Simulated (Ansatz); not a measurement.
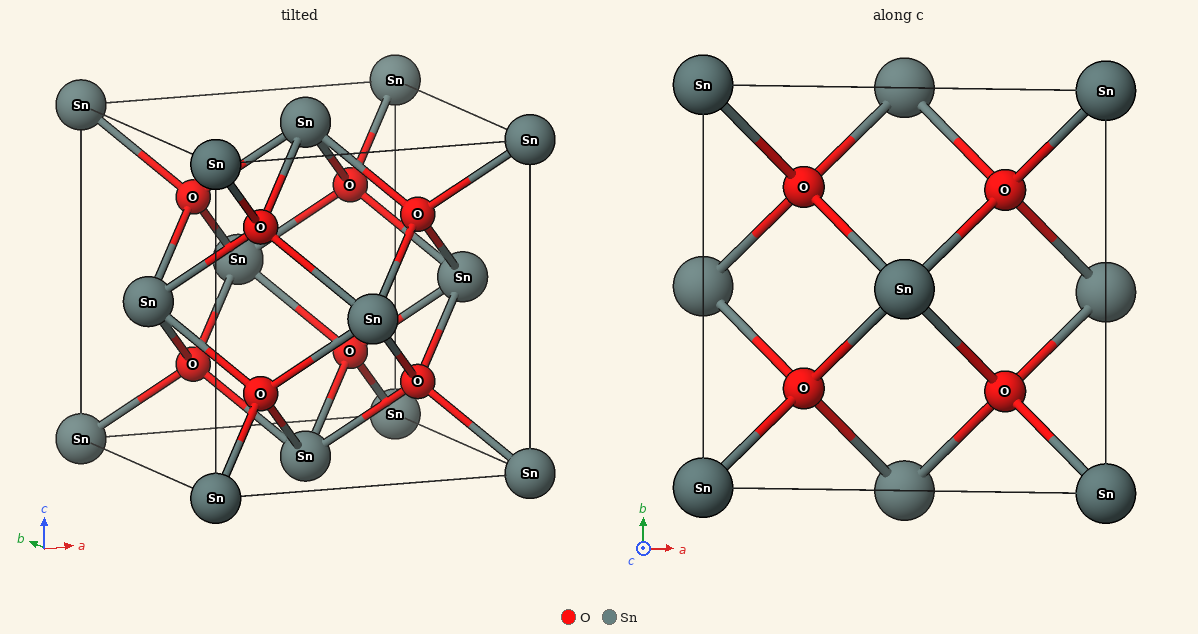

The image is a ball-and-stick drawing of a crystal, viewed slightly off an axis and along the c axis. Lines trace the edges of the drawn cell (a repeat of the simulation cell).

SnO2, a = 5.067 Å, b = 5.067 Å, c = 5.067 Å, α = 90.00°, β = 90.00°, γ = 90.85°. Strictly the space group is Immm (No. 71, within 0.01 Å). It is a distorted form of a face-centred cubic structure, space group Fm-3m (No. 225) within 0.25 Å: fluorite (CaF₂ type). The structure was taken from a structure type filled with these elements by a generator (whether the compound takes this form wasn't checked). The cell was then strained or its atoms displaced on purpose. A calculation with Ansatz used it as input.

This one geometry was computed with Ansatz (DFT, plane waves, PAW) at three levels of theory: PBE, HSE06 and r2SCAN. It was relaxed with r2SCAN and then strained.

Q: Which level gives the highest pressure at this volume, and what does that say about its equilibrium volume?

A: Highest: PBE (9.3 GPa), which points to the largest equilibrium volume. Lowest, with the smallest volume: HSE06 (-2.7 GPa). Levels within 0.5 GPa of each other can't be told apart.

Q: How does the band gap change with the level of theory?

A: PBE: a gap of 0.29 eV, indirect; r2SCAN: a gap of 0.84 eV, indirect; HSE06: a gap of 1.69 eV, indirect.

Q: Collect the results in a table.

A:
| level | cutoff (eV) | k-mesh of the run's cell | gap (eV) | pressure (GPa) |
| --- | --- | --- | --- | --- |
| PBE | 420 | 8×8×8 | 0.29 | 9.3 |
| HSE06 | 420 | 6×6×6 | 1.69 | -2.7 |
| r2SCAN | 500 | 8×8×8 | 0.84 | 0.1 |

Gaps are taken on the k-mesh or band path of each run.
